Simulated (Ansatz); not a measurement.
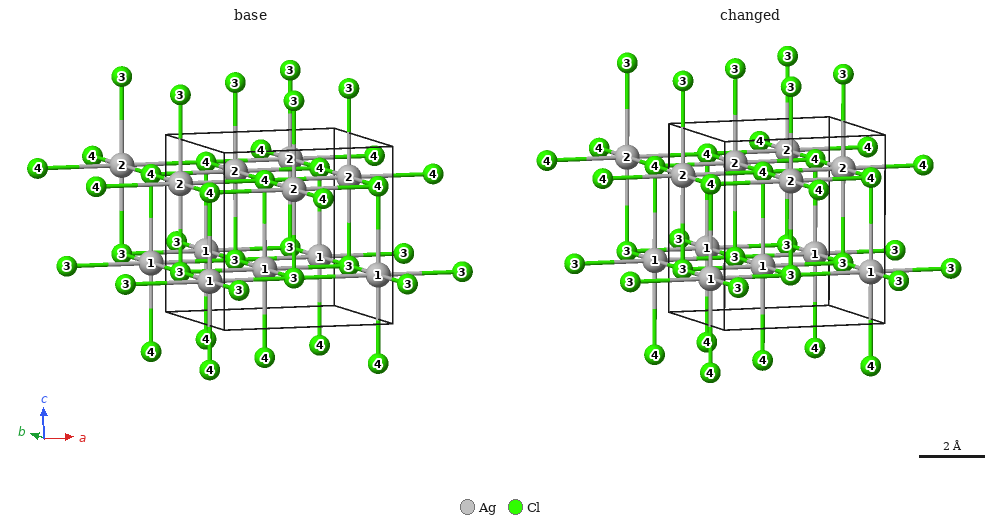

Left: a crystal of AgCl (built on the database structure type) at its r2SCAN-relaxed geometry. Right: the same structure after one change, at the same scale. Style: ball-and-stick. Shown: the conventional cell (2 times the calculation's cell), repeated 1 × 2 × 1 with one cell outlined, slightly off an axis. Lengths and directions refer to the drawn axes.

The calculation used DFT, r2SCAN, plane waves, PAW in Ansatz 0.2.0. Set-up: plane-wave cutoff 500 eV; k-point mesh 6 × 6 × 6; occupations fixed; no spin polarisation.

Question: What was changed?

Answer: The cell is strained by +6.3 % along c and −4.9 % across it (volume −3.8 %). The atoms and the free axis were relaxed with r2SCAN under that strain, and this is a single point on that geometry.

Question: How do the computed properties respond?

Answer: It costs 28.2 meV per atom. Pressure: 0.0 GPa before, 3.4 GPa after. The principal stresses (compression positive) are 0.0 GPa along c and 5.1 GPa across it. The forces stay under 0.01 eV/Å. The band gap goes from 1.47 to 1.14 eV. Among the bonded contacts that change: Ag–Cl 2.773 → 2.639 to 2.946 Å. The space group (tolerance 0.01 Å) goes from Fm-3m (No. 225) to C2/m (No. 12).
